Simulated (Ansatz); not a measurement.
Input structure:

```
CELL_PARAMETERS angstrom
3.10670 0.00000 0.00000
-1.55335 2.69048 0.00000
0.00000 0.00000 4.97857
ATOMIC_POSITIONS crystal
Al 0.66667 0.33333 0.99920
Al 0.33333 0.66667 0.49920
N 0.66667 0.33333 0.38080
N 0.33333 0.66667 0.88080
```

Work out the structure from the coordinates.

Answer. The formula is AlN. It belongs to space group P6_3mc (No. 186) and has a primitive hexagonal lattice. The prototype is wurtzite. It has 4 atoms to the cell (2 Al, 2 N). The coordination shell of Al holds four N in a tetrahedral arrangement at 1.89 to 1.90 Å. Each N has four Al in a tetrahedral arrangement at 1.89 to 1.90 Å. The bonds build a three-dimensional framework.

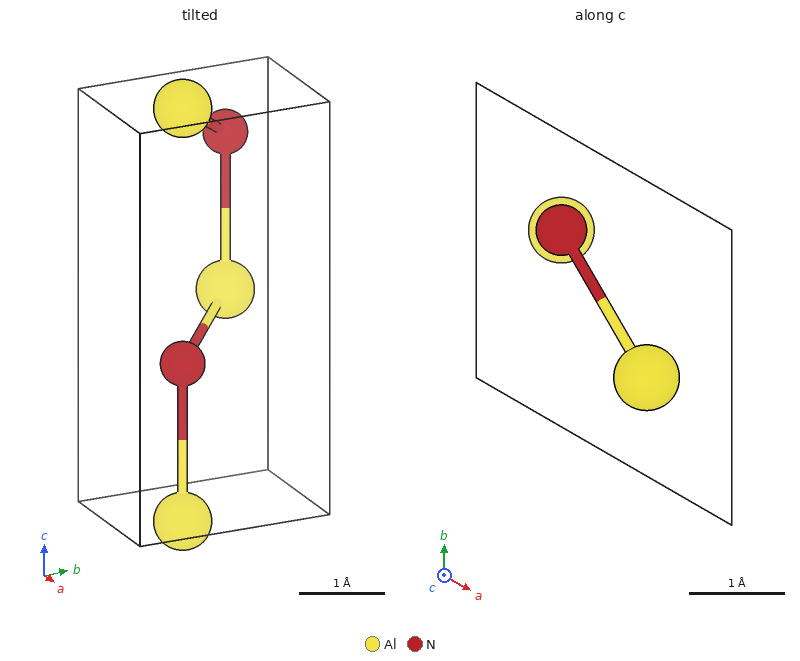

Shown here is a ball-and-stick view of the crystal, taken slightly off an axis and along the c axis. Atoms at the boundary of the conventional unit cell (the box) are drawn once for each face, edge or corner they touch.

The structure comes from a structure listed in the Materials Project, with elements exchanged, so it need not be a known form of the compound. The picture shows the end point of a geometry optimisation with DFT r2SCAN, scalar-relativistic, plane waves, PAW (Ansatz 0.2.0).
